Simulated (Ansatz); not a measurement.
# Geometry relaxation, with input and output: Zn₂₄S₂₃ (charge +1) (part 3 of 3)

Continued. System: Zn₂₄S₂₃ (defect cell, 47 atoms in the cell, total charge +1). Method: DFT PBE, scalar-relativistic, plane waves, PAW, spin-polarised (Ansatz 0.2.0); cutoff 420 eV, 2×2×2 k-mesh, Gaussian smearing of 0.01 eV, collinear spins. The structure derives from a Materials Project entry. It belongs to a series of runs on one base structure; here: S vacancy (site b), charge +1, atoms relaxed at the host's cell, started again with a moment of 3 μB.

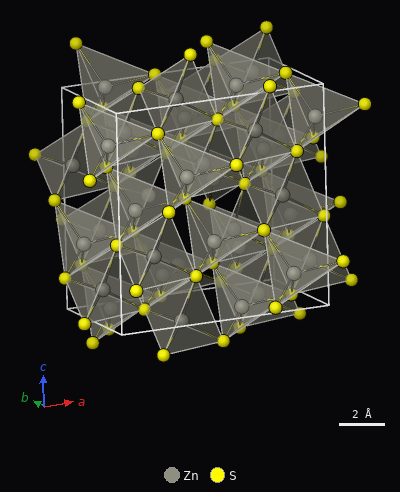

Figure 1. The geometry at step 2 of the log (polyhedral view of the cell of the calculation, seen slightly off an axis; polyhedra are completed across the faces of the cell).

### Output, continued
```
--- Relaxed structure (2 steps of the walk, 2 accepted, 0 SCFs on fresh bases) ---
  F+E_penalty+E_count = -100446.05305850 eV   max|allowed force component| = 2.431e-2 eV/Å
  atoms:
    - { symbol: Zn, position: [0.6792360053666667, 0.8459026720333332, 0.5125693387000001] }
    - { symbol: Zn, position: [0.3331892048, 0.4998558714666666, 0.16652253813333345] }
    - { symbol: Zn, position: [1.0005728851333333, 0.6680519632666666, 0.33156185546666667] }
    - { symbol: Zn, position: [0.49822852213333335, 0.16723955179999997, 0.33471862993333346] }
    - { symbol: Zn, position: [0.5013852966, 0.6648951888000001, 0.8339062184666667] }
    - { symbol: Zn, position: [0.16563593859999995, 0.3322650396666666, 0.5002256755999999] }
    - { symbol: Zn, position: [0.8349109922000001, 1.0005903945333332, 0.16556867636666672] }
    - { symbol: Zn, position: [0.16559837300000002, 0.8335590089333335, 0.9989692719333332] }
    - { symbol: Zn, position: [0.8339237278666669, 0.49890200970000004, 0.6682443255333333] }
    - { symbol: Zn, position: [0.6668923422666666, 0.33230260526666655, 0.9989317063333333] }
    - { symbol: Zn, position: [0.3322353430333333, 1.0015776588666667, 0.6672570611999998] }
    - { symbol: Zn, position: [1.0000388039000003, 0.16670547056666674, 0.8333721372333334] }
    - { symbol: Zn, position: [0.6765966110666668, 0.48360223189999996, 0.3299057861000001] }
    - { symbol: Zn, position: [0.33246315566666673, 0.16701759993333326, 0.9997380872666666] }
    - { symbol: Zn, position: [1.0003509332666667, 0.33307142060000006, 0.16579648900000016] }
    - { symbol: Zn, position: [0.4965724527666667, 0.8432632777333333, 0.15026889856666675] }
    - { symbol: Zn, position: [0.4987361116333334, 0.33095584573333325, 0.6670289418000002] }
    - { symbol: Zn, position: [0.16428917906666662, 1.0003622751333334, 0.3320694449666668] }
    - { symbol: Zn, position: [0.8336956084666669, 0.6654027782999999, 0.9976225123999999] }
    - { symbol: Zn, position: [0.16640475393333337, 0.4991298223333333, 0.8336842665999997] }
    - { symbol: Zn, position: [0.8338474663666667, 0.16724529563333335, 0.5002024426] }
    - { symbol: Zn, position: [0.6668691092666666, 1.0005141330333334, 0.8339119622999998] }
    - { symbol: Zn, position: [0.31693556523333327, 0.6632391194333334, 0.5099299443999998] }
    - { symbol: Zn, position: [1.0005786289666667, 0.8335357759333332, 0.6671807997] }
    - { symbol: S, position: [0.20896286686666665, 0.3756295335333333, 0.04229620020000002] }
    - { symbol: S, position: [0.8751294511333334, 0.5437285703666667, 0.20772770490000003] }
    - { symbol: S, position: [0.3743943715666668, 0.04179611779999998, 0.2103952370333334] }
    - { symbol: S, position: [0.37706190370000003, 0.5410610382333333, 0.7084627844666667] }
    - { symbol: S, position: [0.04111509443333333, 0.2088590459666666, 0.37458376593333337] }
    - { symbol: S, position: [0.7099397568000002, 0.8736918761333332, 0.04285455793333348] }
    - { symbol: S, position: [0.04219237929999997, 0.7079170992666665, 0.8744484277666666] }
    - { symbol: S, position: [0.7070252094666669, 0.37618789126666674, 0.5432730901333334] }
    - { symbol: S, position: [0.5412504326, 0.2077817610999999, 0.8755257126333332] }
    - { symbol: S, position: [0.2095212246, 0.8766064234666666, 0.5403585428] }
    - { symbol: S, position: [0.8747565882000001, 0.04142325486666676, 0.7080899215333333] }
    - { symbol: S, position: [0.5409671404000002, 0.3752528416333334, 0.20811525750000004] }
    - { symbol: S, position: [0.20829623303333347, 0.04169108956666667, 0.8754342785333331] }
    - { symbol: S, position: [0.8750244229, 0.2087676118666666, 0.041629566366666704] }
    - { symbol: S, position: [0.3747819241666666, 0.7076338070666667, 0.041919508300000075] }
    - { symbol: S, position: [0.37417758653333333, 0.20846445609999997, 0.5418231220999998] }
    - { symbol: S, position: [0.04179778943333334, 0.8751564554333333, 0.20751091986666664] }
    - { symbol: S, position: [0.7084897887666669, 0.5408442532, 0.8751311227666666] }
    - { symbol: S, position: [0.04210094520000002, 0.37496289969999996, 0.7083577562333332] }
    - { symbol: S, position: [0.7076121501666668, 0.042788680099999976, 0.37308531716666676] }
    - { symbol: S, position: [0.5397519838333333, 0.8742788168333333, 0.7094553467666667] }
    - { symbol: S, position: [0.2085861749666667, 0.5414485908333333, 0.3743004737333333] }
    - { symbol: S, position: [0.8761220134333333, 0.7064186505, 0.5409454834999998] }
--- Löwdin populations: 47 sites ---
  site symbol       q [e]    m [muB]
     0     Zn     10.8108     0.0585
     1     Zn     10.7147    -0.0002
     2     Zn     10.7184    -0.0003
     3     Zn     10.7184    -0.0003
     4     Zn     10.7184    -0.0003
     5     Zn     10.7214    -0.0001
     6     Zn     10.7180    -0.0005
     7     Zn     10.7214    -0.0001
     8     Zn     10.7180    -0.0005
     9     Zn     10.7214    -0.0001
    10     Zn     10.7180    -0.0005
    11     Zn     10.7218    -0.0001
    12     Zn     10.8299     0.0739
    13     Zn     10.7253     0.0001
    14     Zn     10.7253     0.0001
    15     Zn     10.8299     0.0739
    16     Zn     10.7185    -0.0005
    17     Zn     10.7185    -0.0005
    18     Zn     10.7185    -0.0005
    19     Zn     10.7253     0.0001
    20     Zn     10.7289     0.0005
    21     Zn     10.7289     0.0005
    22     Zn     10.8299     0.0739
    23     Zn     10.7289     0.0005
    24      S      7.0661     0.0040
    25      S      7.0631     0.0131
    26      S      7.0631     0.0131
    27      S      7.0631     0.0131
    28      S      7.0692     0.0019
    29      S      7.0630     0.0130
    30      S      7.0692     0.0019
    31      S      7.0630     0.0130
    32      S      7.0692     0.0019
    33      S      7.0630     0.0130
    34      S      7.0708     0.0045
    35      S      7.0632     0.0127
    36      S      7.0702     0.0004
    37      S      7.0702     0.0004
    38      S      7.0632     0.0127
    39      S      7.0690     0.0000
    40      S      7.0690     0.0000
    41      S      7.0690     0.0000
    42      S      7.0702     0.0004
    43      S      7.0628     0.0107
    44      S      7.0628     0.0107
    45      S      7.0632     0.0127
    46      S      7.0628     0.0107
  spilling = 0.011185 (of n_electrons = 425.000000)
```

### Trajectory as extended XYZ (Å, eV, eV/Å), 2 frames, from step=1 to step=2
```
47
Lattice="3.8441 -6.6581 -6.3046 -7.6881 0.0000 -6.3046 3.8441 6.6581 -6.3046" Properties=species:S:1:pos:R:3:forces:R:3 step=1 energy=-100446.05306
Zn   -1.9220   -1.1097  -12.8470    0.0000   0.0000  -0.0245
Zn   -1.9220   -1.1097   -6.3019    0.0000   0.0000  -0.0078
Zn   -0.0153   -4.4544  -12.6105   -0.0019  -0.0022   0.0023
Zn    1.9161   -1.0887   -6.3058   -0.0010   0.0027   0.0023
Zn    0.0211    2.2140  -12.6105    0.0028  -0.0005   0.0023
Zn    0.0051    2.2277   -6.2928    0.0007   0.0034   0.0011
Zn   -3.8468   -4.4566  -12.6160    0.0000  -0.0037  -0.0010
Zn   -1.9318    5.5487  -12.5975   -0.0033  -0.0011   0.0011
Zn    1.9388   -1.1031  -12.6160    0.0032   0.0019  -0.0010
Zn    3.8488    2.2108  -12.5975    0.0026  -0.0023   0.0011
Zn   -3.8581    2.2306  -12.6160   -0.0033   0.0018  -0.0010
Zn    5.7661   -1.1097  -12.6100    0.0000   0.0000   0.0021
Zn    0.1511   -2.3083   -9.3946   -0.0096   0.0078   0.0016
Zn    3.8370    4.4428   -9.4520    0.0002   0.0002  -0.0001
Zn    1.9221   -5.5566   -9.4520   -0.0003   0.0001  -0.0001
Zn   -3.9966   -2.3057   -9.3946    0.0116   0.0044   0.0016
Zn    1.9368    1.1205   -9.4363   -0.0016  -0.0014   0.0013
Zn   -5.7829    1.1171   -9.4363    0.0020  -0.0007   0.0013
Zn    1.9240    1.0914  -15.7409   -0.0004   0.0021   0.0013
Zn    0.0070    4.4428   -9.4520    0.0001  -0.0003  -0.0001
Zn    3.8424   -2.2214   -9.4651   -0.0003   0.0002  -0.0048
Zn   -1.9230    1.1122  -15.7698    0.0003   0.0001  -0.0048
Zn   -1.9205    1.2850   -9.3946   -0.0020  -0.0122   0.0016
Zn    0.0026   -2.2198  -15.7698   -0.0001  -0.0003  -0.0048
S    -1.9220   -1.1097   -3.9523    0.0000   0.0000   0.0068
S    -0.0177   -4.4436  -10.2550    0.0012  -0.0029  -0.0053
S     1.9266   -1.0919   -3.9504   -0.0031   0.0004  -0.0053
S     0.0131    2.2065  -10.2550    0.0019   0.0024  -0.0053
S    -0.0078    2.2203   -3.9376   -0.0010   0.0010  -0.0006
S    -3.8233   -4.4415  -10.2544   -0.0017  -0.0011  -0.0009
S    -1.9189    5.5413  -10.2423   -0.0004  -0.0013  -0.0006
S     1.9140   -1.0903  -10.2544    0.0018  -0.0009  -0.0009
S     3.8487    2.2256  -10.2423    0.0013   0.0003  -0.0006
S    -3.8569    2.2028  -10.2544   -0.0001   0.0020  -0.0009
S     5.7661   -1.1097  -10.2404    0.0000   0.0000  -0.0005
S    -0.0055   -2.2162   -7.0885    0.0019  -0.0014   0.0049
S     3.8454    4.4419   -7.0954    0.0011   0.0003   0.0011
S     1.9186   -5.5488   -7.0954   -0.0008   0.0009   0.0011
S    -3.8386   -2.2162   -7.0885   -0.0021  -0.0010   0.0049
S     1.9185    1.1162   -7.0894    0.0010  -0.0009  -0.0002
S    -5.7700    1.1033   -7.0894    0.0003   0.0013  -0.0002
S     1.9295    1.1095  -13.3940   -0.0012  -0.0004  -0.0002
S     0.0020    4.4360   -7.0954   -0.0003  -0.0011   0.0011
S     3.8253   -2.2273   -7.0832    0.0043   0.0027   0.0085
S    -1.9195    1.1299  -13.3878    0.0002  -0.0051   0.0085
S    -1.9221    1.1033   -7.0885    0.0002   0.0023   0.0049
S     0.0163   -2.2316  -13.3878   -0.0045   0.0024   0.0085
47
Lattice="3.8441 -6.6581 -6.3046 -7.6881 0.0000 -6.3046 3.8441 6.6581 -6.3046" Properties=species:S:1:pos:R:3:forces:R:3 step=2 energy=-100446.05306
Zn   -1.9220   -1.1097  -12.8470    0.0000   0.0000  -0.0243
Zn   -1.9220   -1.1097   -6.3019    0.0000   0.0000  -0.0078
Zn   -0.0153   -4.4544  -12.6105   -0.0019  -0.0022   0.0023
Zn    1.9161   -1.0887   -6.3058   -0.0010   0.0027   0.0023
Zn    0.0211    2.2140  -12.6105    0.0028  -0.0005   0.0023
Zn    0.0051    2.2277   -6.2928    0.0006   0.0034   0.0011
Zn   -3.8468   -4.4566  -12.6160    0.0000  -0.0037  -0.0009
Zn   -1.9318    5.5487  -12.5975   -0.0033  -0.0012   0.0011
Zn    1.9388   -1.1031  -12.6160    0.0032   0.0019  -0.0009
Zn    3.8488    2.2108  -12.5975    0.0027  -0.0023   0.0011
Zn   -3.8581    2.2306  -12.6160   -0.0032   0.0019  -0.0009
Zn    5.7661   -1.1097  -12.6100    0.0000   0.0000   0.0021
Zn    0.1511   -2.3083   -9.3946   -0.0097   0.0079   0.0016
Zn    3.8370    4.4428   -9.4520    0.0002   0.0002   0.0000
Zn    1.9221   -5.5566   -9.4520   -0.0003   0.0001   0.0000
Zn   -3.9966   -2.3057   -9.3946    0.0117   0.0045   0.0016
Zn    1.9368    1.1205   -9.4363   -0.0016  -0.0014   0.0013
Zn   -5.7829    1.1171   -9.4363    0.0020  -0.0007   0.0013
Zn    1.9240    1.0914  -15.7409   -0.0004   0.0021   0.0013
Zn    0.0070    4.4428   -9.4520    0.0001  -0.0003   0.0000
Zn    3.8424   -2.2214   -9.4651   -0.0003   0.0002  -0.0048
Zn   -1.9230    1.1122  -15.7698    0.0003   0.0001  -0.0048
Zn   -1.9205    1.2850   -9.3946   -0.0020  -0.0123   0.0016
Zn    0.0026   -2.2198  -15.7698   -0.0001  -0.0003  -0.0048
S    -1.9220   -1.1097   -3.9523    0.0000   0.0000   0.0068
S    -0.0177   -4.4436  -10.2550    0.0012  -0.0029  -0.0053
S     1.9266   -1.0919   -3.9504   -0.0031   0.0004  -0.0053
S     0.0131    2.2065  -10.2550    0.0019   0.0024  -0.0053
S    -0.0078    2.2203   -3.9376   -0.0009   0.0010  -0.0006
S    -3.8233   -4.4415  -10.2544   -0.0017  -0.0011  -0.0009
S    -1.9189    5.5413  -10.2423   -0.0004  -0.0013  -0.0006
S     1.9140   -1.0903  -10.2544    0.0018  -0.0009  -0.0009
S     3.8487    2.2256  -10.2423    0.0013   0.0003  -0.0006
S    -3.8569    2.2028  -10.2544   -0.0001   0.0020  -0.0009
S     5.7661   -1.1097  -10.2404    0.0000   0.0000  -0.0005
S    -0.0055   -2.2162   -7.0885    0.0019  -0.0014   0.0049
S     3.8454    4.4419   -7.0954    0.0011   0.0003   0.0010
S     1.9186   -5.5488   -7.0954   -0.0008   0.0009   0.0010
S    -3.8386   -2.2162   -7.0885   -0.0022  -0.0010   0.0049
S     1.9185    1.1162   -7.0894    0.0010  -0.0009  -0.0002
S    -5.7700    1.1033   -7.0894    0.0003   0.0013  -0.0002
S     1.9295    1.1095  -13.3940   -0.0012  -0.0004  -0.0002
S     0.0020    4.4360   -7.0954   -0.0003  -0.0011   0.0010
S     3.8253   -2.2273   -7.0832    0.0043   0.0027   0.0084
S    -1.9195    1.1299  -13.3878    0.0002  -0.0051   0.0084
S    -1.9221    1.1033   -7.0885    0.0002   0.0024   0.0049
S     0.0163   -2.2316  -13.3878   -0.0045   0.0024   0.0084
```

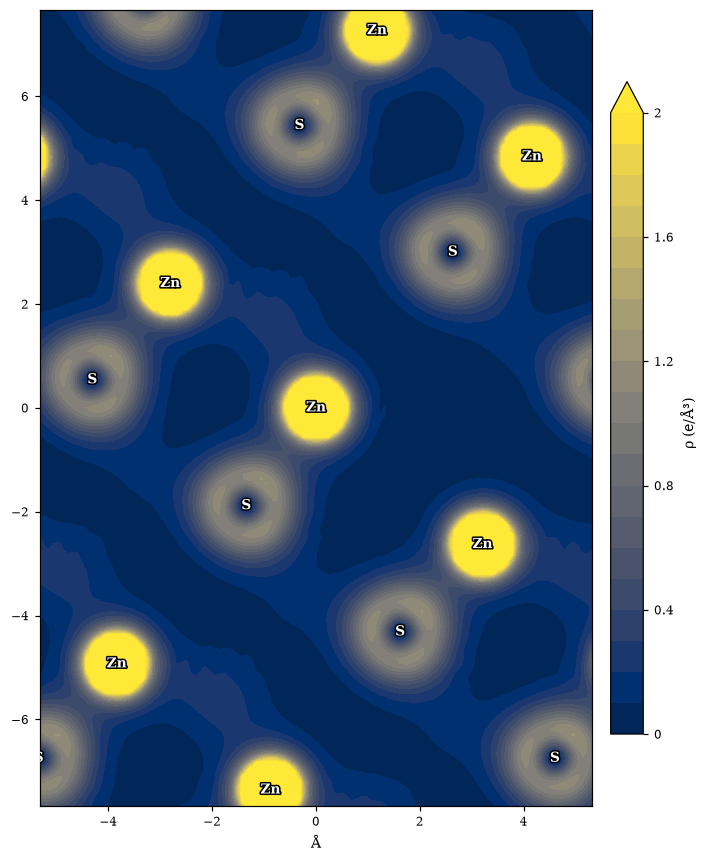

Figure 2. Valence pseudo-density on the (101̄) plane of the calculation cell. The section cuts through Zn and S sites. Zn–S (2.31 Å): ρ at the midpoint is about 0.54 e/Å³. Zn–S (2.36 Å): the density is about 0.5 e/Å³ at the midpoint. Away from the nuclei the density in this plane falls to 0.005 e/Å³ at its lowest. Core electrons are frozen (PAW), so the fields are smoothed inside the atomic spheres.

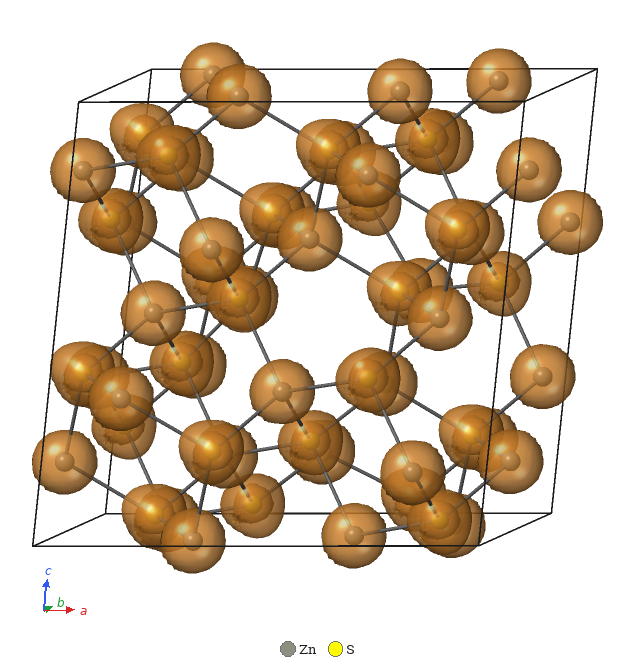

Figure 3. Isosurface of the valence charge density (pseudo) at 1 e/Å³ (orange), seen at an oblique angle. Sticks mark near contacts. The outline is the calculation cell. At this value the density breaks into separate islands; it holds about 55 % of the electrons treated as valence. It is pinched off along the Zn–S (2.30 Å) and Zn–S (2.35 Å) contacts. On the grid the lowest density along these lines, outside the cores, is 0.51 e/Å³ (Zn–S, 2.30 Å) and 0.47 e/Å³ (Zn–S, 2.35 Å).

### Summary

```csv
quantity,value
outcome,converged
electrons treated,425
free energy,−100446.0531 eV
Fermi energy,6.786 eV
gap on the k-point mesh,none (metallic)
net moment of the cell,0.75 μB
integrated absolute moment,0.80 μB
final volume,968.18 Å³
largest force (length of the vector) at the end,0.024 eV/Å
hardware,"4 threads of Oxide Virtual Turin-like (Zen 5), 32 GiB of memory available, shared host"
wall time,2.3 min (CPU time 8.4 min)
peak memory,5.1 GiB
```

### Notes

The cell is charged and computed with a neutralising background, so its energy and pressure depend on the cell and aren't those of a real crystal.
